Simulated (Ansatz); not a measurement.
# PtSe2: a changed input and its effect

System: PtSe2 (P-3m1, 3 atoms in the cell).
Method of the first run: DFT PBEsol, scalar-relativistic, plane waves, PAW, no spin polarisation (Ansatz 0.2.0).

The structure derives from an entry of the Crystallography Open Database. Text and figures count atoms from 1; the logs count them from 0 in places.

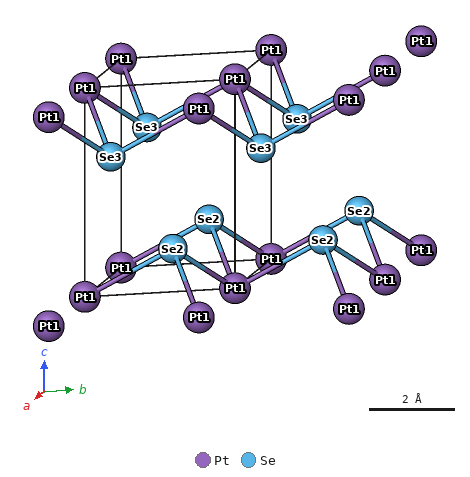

The input geometry (ball-and-stick view of the cell of the calculation, repeated 2 × 2 × 1, seen slightly off an axis; atoms are numbered from 1 in the order of the input). Near neighbours in the crystal (not all of them lie inside the picture): Pt has 6 Se at 2.49 Å; Se has 3 Pt at 2.49 Å.

Input file, the first run:
```yaml
crystal:
  lattice:
    - [3.7240002924, 0.0, 0.0]
    - [-1.8620001462, 3.2250788569, 0.0]
    - [0.0, 0.0, 5.0619995757]
  atoms:
    - { symbol: Pt, position: [0.0, 0.0, 0.0] }
    - { symbol: Se, position: [0.3333333333, 0.6666666667, 0.25] }
    - { symbol: Se, position: [0.6666666667, 0.3333333333, 0.75] }
basis:
  ecutwfc: 420
kpoints:
  mp_grid: { grid: [6, 6, 4] }
hamiltonian:
  xc: pbesol
scf:
  occupations: { method: gaussian, width: 0.1 }
output:
  forces: true
  stress: true
  eigenvalues: true
```

Command:
```bash
ansatz run input.yaml --threads 2 --pin off --max-ram 5632MiB --backend cpu --events-out ev --progress --plain --runs-dir out
```

Hardware: 2 threads of Arm Neoverse V2, 24 GiB of memory available, shared host.

Output, shortened to warnings, some set-up lines, iterations and results (the first run):
```
Basis set: ecut = 420 eV, 1205 PW (Γ), exchange–correlation on 50×50×72 points (8 copies of the dense FFT grid, shifted against one another)
Symmetry: 12 space group operations
k-points: 24 of 144
Initial density: superposition of atomic densities (neutral atoms: chi_scale 0, normalization atom), corrected by the library's trained network
[...]
SCF iter   1: F=—  HF=-23233.452524 eV  |F-HF|=—  |Δ(HF+E_count)|=         —  Δρ=3.14e-3  dr2=5.35e-3  ethr=1.77e-3  ⟨swp⟩=5.4  Hψ=2765  notcnv=0
SCF iter   2: F=—  HF=-23233.453969 eV  |F-HF|=—  |Δ(HF+E_count)|=   1.45e-3  Δρ=1.72e-3  dr2=2.29e-3  ethr=1.07e-5  ⟨swp⟩=2.0  Hψ=1567  notcnv=0  defer=16
SCF iter   3: F=—  HF=-23233.452677 eV  |F-HF|=—  |Δ(HF+E_count)|=   1.29e-3  Δρ=3.12e-4  dr2=7.23e-5  ethr=4.58e-6  ⟨swp⟩=2.0  Hψ=1279  notcnv=0  defer=16
SCF iter   4: F=—  HF=-23233.452660 eV  |F-HF|=—  |Δ(HF+E_count)|=   1.73e-5  Δρ=7.77e-5  dr2=3.25e-6  ethr=1.45e-7  ⟨swp⟩=3.0  Hψ=1226  notcnv=0  defer=16
SCF iter   5: F=—  HF=-23233.452661 eV  |F-HF|=—  |Δ(HF+E_count)|=   1.23e-6  Δρ=1.85e-5  dr2=2.36e-7  ethr=6.50e-9  ⟨swp⟩=2.8  Hψ=1218  notcnv=0  defer=16
SCF iter   6: F=-23233.452661 eV  HF=-23233.452661 eV  |F-HF|=6.18e-9  |Δ(HF+E_count)|=   5.55e-8  Δρ=5.26e-6  dr2=1.88e-8  ethr=2.00e-10  ⟨swp⟩=6.9  Hψ=3218  notcnv=0
SCF 1 converged in 6 iterations: F = -23233.452661 eV  dr2 = 1.88e-8
SCF converged after 6 iterations
Free energy (F): -23233.452661 eV
Harris-Foulkes:  -23233.452661 eV  (|F-HF|=6.18e-9)
Internal energy: -23233.446773 eV  (E = F + TS)
E sigma→0 (E₀):  -23233.449717 eV
Entropy (-TS):   -0.005888 eV (-1.963 meV/atom)
Fermi energy:    13.161844 eV
--- Per-component energies (eV) ---
  E_band       = -966.438370
  E_kinetic    = 875.697571
  E_local      = -6799.619325  (includes V_loc(G=0)·N_el)
  E_nonlocal   = -980.866937
  E_hartree    = 3148.258850
  E_xc         = -467.695542
  E_vxc        = -499.558978  (∫ρ·V_xc dr)
  E_paw        = -13053.588938  (= ΣΔE_a)
  E_vpaw       = 141.391404  (= ΣTr[D̂ρ^β])
  E_aug_tail   = -0.001001  (compensation charges beyond the density's cutoff)
  E_ewald      = -5957.935333
  E_core_change = 2.303882  (= ΣΔE_core)
  E_smearing   = -0.005888  (= −TS)
  E_closure    = -0.000000  (closes the sum)
  Σ components = -23233.452661   (vs F -23233.452661, Δ=0.00e0)
--- Forces (eV/Å), atoms counted from 1 ---
  atom   1  Pt     0.00000000     0.00000000     0.00000000
  atom   2  Se    -0.00000000     0.00000000     0.32620529
  atom   3  Se     0.00000000    -0.00000000    -0.32620529
  max |Σ_I F_I| component: 5.55e-17 eV/Å
--- Stress (GPa, compression-positive) ---
        2.616510       0.000000      -0.000000
       -0.000000       2.616510       0.000000
       -0.000000       0.000000       1.181103
  P = ⅓ Tr σ = 2.1380 GPa (21.380 kbar)
```

The input of the second run differs as follows (lines with − go, lines with + come):
```diff
-    - [3.7240002924, 0.0, 0.0]
-    - [-1.8620001462, 3.2250788569, 0.0]
-    - [0.0, 0.0, 5.0619995757]
+    - [3.7603063796, 0.0, 0.0]
+    - [-1.8801531898, 3.2565208507, 0.0]
+    - [0.0, 0.0, 4.8632411496]
-    - { symbol: Se, position: [0.3333333333, 0.6666666667, 0.25] }
-    - { symbol: Se, position: [0.6666666667, 0.3333333333, 0.75] }
+    - { symbol: Se, position: [0.3333333333, 0.6666666667, 0.2607783459] }
+    - { symbol: Se, position: [0.6666666667, 0.3333333333, 0.7392216541] }
-  mp_grid: { grid: [6, 6, 4] }
+  mp_grid: { grid: [9, 9, 7] }
```

What does this change do to the results?

With the same functional and potentials, the second run lies 6.1 meV per atom lower (other lines of the input change too). The pressure goes from 2.14 to −0.01 GPa. The largest force goes from 0.326 to 0.009 eV/Å. The volume per atom goes from 20.27 to 19.85 Å³. The number of SCF iterations is the same. The irreducible k-points go from 24 to 69. The plane waves at Γ go from 1205 to 1169.

Output, shortened to warnings, some set-up lines, iterations and results (the second run):
```
Basis set: ecut = 420 eV, 1169 PW (Γ), exchange–correlation on 54×54×72 points (8 copies of the dense FFT grid, shifted against one another)
Symmetry: 12 space group operations
k-points: 69 of 567
Initial density: superposition of atomic densities (neutral atoms: chi_scale 0, normalization atom), corrected by the library's trained network
[...]
SCF iter   1: F=—  HF=-23233.471677 eV  |F-HF|=—  |Δ(HF+E_count)|=         —  Δρ=3.73e-3  dr2=8.60e-3  ethr=1.77e-3  ⟨swp⟩=5.4  Hψ=7907  notcnv=0
SCF iter   2: F=—  HF=-23233.472938 eV  |F-HF|=—  |Δ(HF+E_count)|=   1.26e-3  Δρ=2.54e-3  dr2=4.30e-3  ethr=1.72e-5  ⟨swp⟩=2.0  Hψ=4486  notcnv=0  defer=45
SCF iter   3: F=—  HF=-23233.471095 eV  |F-HF|=—  |Δ(HF+E_count)|=   1.84e-3  Δρ=3.17e-4  dr2=6.26e-5  ethr=8.59e-6  ⟨swp⟩=2.0  Hψ=3678  notcnv=0  defer=45
SCF iter   4: F=—  HF=-23233.471086 eV  |F-HF|=—  |Δ(HF+E_count)|=   9.68e-6  Δρ=1.03e-4  dr2=1.24e-5  ethr=1.25e-7  ⟨swp⟩=2.0  Hψ=3195  notcnv=0  defer=45
SCF iter   5: F=—  HF=-23233.471084 eV  |F-HF|=—  |Δ(HF+E_count)|=   1.54e-6  Δρ=2.16e-5  dr2=2.09e-7  ethr=2.49e-8  ⟨swp⟩=2.0  Hψ=2637  notcnv=0  defer=45
SCF iter   6: F=-23233.471084 eV  HF=-23233.471084 eV  |F-HF|=2.35e-9  |Δ(HF+E_count)|=   1.34e-7  Δρ=4.43e-6  dr2=9.15e-9  ethr=2.00e-10  ⟨swp⟩=6.5  Hψ=8784  notcnv=0
SCF 1 converged in 6 iterations: F = -23233.471084 eV  dr2 = 9.15e-9
SCF converged after 6 iterations
Free energy (F): -23233.471084 eV
Harris-Foulkes:  -23233.471084 eV  (|F-HF|=2.35e-9)
Internal energy: -23233.467435 eV  (E = F + TS)
E sigma→0 (E₀):  -23233.469260 eV
Entropy (-TS):   -0.003649 eV (-1.216 meV/atom)
Fermi energy:    13.481191 eV
--- Per-component energies (eV) ---
  E_band       = -947.466547
  E_kinetic    = 874.611363
  E_local      = -6546.661942  (includes V_loc(G=0)·N_el)
  E_nonlocal   = -980.519134
  E_hartree    = 3031.581656
  E_xc         = -467.329028
  E_vxc        = -499.093196  (∫ρ·V_xc dr)
  E_paw        = -13053.769813  (= ΣΔE_a)
  E_vpaw       = 141.032820  (= ΣTr[D̂ρ^β])
  E_aug_tail   = -0.001031  (compensation charges beyond the density's cutoff)
  E_ewald      = -6093.683387
  E_core_change = 2.303882  (= ΣΔE_core)
  E_smearing   = -0.003649  (= −TS)
  E_closure    = 0.000000  (closes the sum)
  Σ components = -23233.471084   (vs F -23233.471084, Δ=0.00e0)
--- Forces (eV/Å), atoms counted from 1 ---
  atom   1  Pt    -0.00000000     0.00000000     0.00000000
  atom   2  Se    -0.00000000    -0.00000000    -0.00897239
  atom   3  Se     0.00000000     0.00000000     0.00897239
  max |Σ_I F_I| component: 1.73e-18 eV/Å
--- Stress (GPa, compression-positive) ---
       -0.018036      -0.000000      -0.000000
       -0.000000      -0.018036      -0.000000
       -0.000000      -0.000000       0.005346
  P = ⅓ Tr σ = -0.0102 GPa (-0.102 kbar)
```

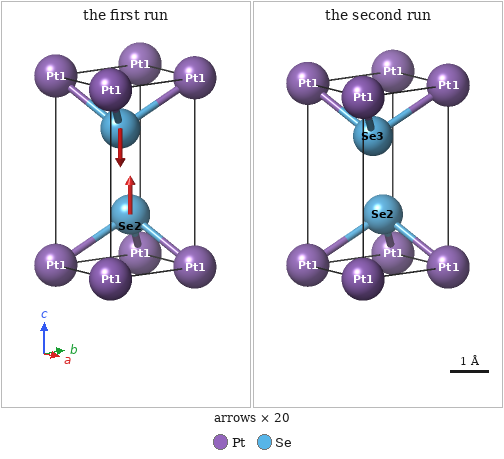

The two input geometries at one scale (ball-and-stick view of the cell of the calculation, seen slightly off an axis). The red arrows on the first give the shifts of the atoms relative to the cell, with their mean removed, magnified 20 times. The largest moves relative to the cell, 0.052 Å, are those of Se2 and Se3. Pt stays in place. (The mean shift of all atoms is removed.) The drawn cell changes as follows: a = b 3.724 → 3.760 Å (+1.0 %), c 5.062 → 4.863 Å (−3.9 %); the volume changes by −2.0 %. Among the contacts that change: Pt1–Se2 2.495 → 2.514 Å.

The two runs side by side:

| quantity | the first run | the second run |
| --- | --- | --- |
| outcome | converged | converged |
| free energy per atom (eV) | −7744.4842 | −7744.4904 |
| energy per atom, smearing taken to zero (eV) | −7744.4832 | −7744.4898 |
| gap on the mesh (eV) | 0.00 | 0.00 |
| pressure (GPa) | 2.14 | −0.01 |
| volume per atom (Å³) | 20.27 | 19.85 |
| largest force (eV/Å) | 0.326 | 0.009 |
| SCF iterations | 6 | 6 |
| irreducible k-points | 24 | 69 |
| plane waves at Γ | 1205 | 1169 |
| wall time (shared host) | 1.1 s | 2.4 s |

For both runs: Spin–orbit coupling is left out, which matters for Pt.
